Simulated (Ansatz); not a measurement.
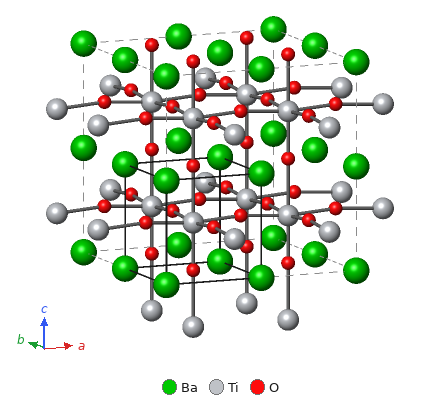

BaTiO₃ (space group P4mm, No. 99). Coordinates: the end point of a relaxation with DFT, PBEsol, plane waves, PAW in Ansatz.

Bonds are taken as O–Ti below 2.5 Å; Ba is left out of the net, as the electropositive filling of the structure; no other contact counts. Atoms with one bond or none are removed and atoms with two bonds are replaced by edges, until no such atom is left.

Question: What kind of net remains, and which atoms are its nodes?

Answer: A uninodal 6-connected, three-periodic net: Ti is a 6-connected node. O becomes part of the edges.

Question: Which named net is it?

Answer: It is the pcu net, known from NaCl, ReO3 and the B-X framework of perovskite.

Question: Is the net interpenetrated?

Answer: It is a single net, without interpenetration.

Question: How many nodes does the smallest cycle have?

Answer: Four.

The simplified net, drawn on the atoms' positions. Nodes are coloured by element. Short stubs are edges that leave the cut-out.

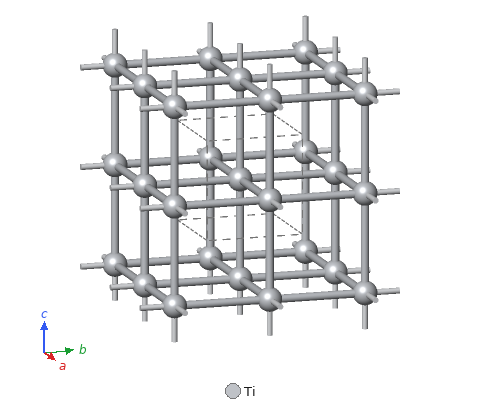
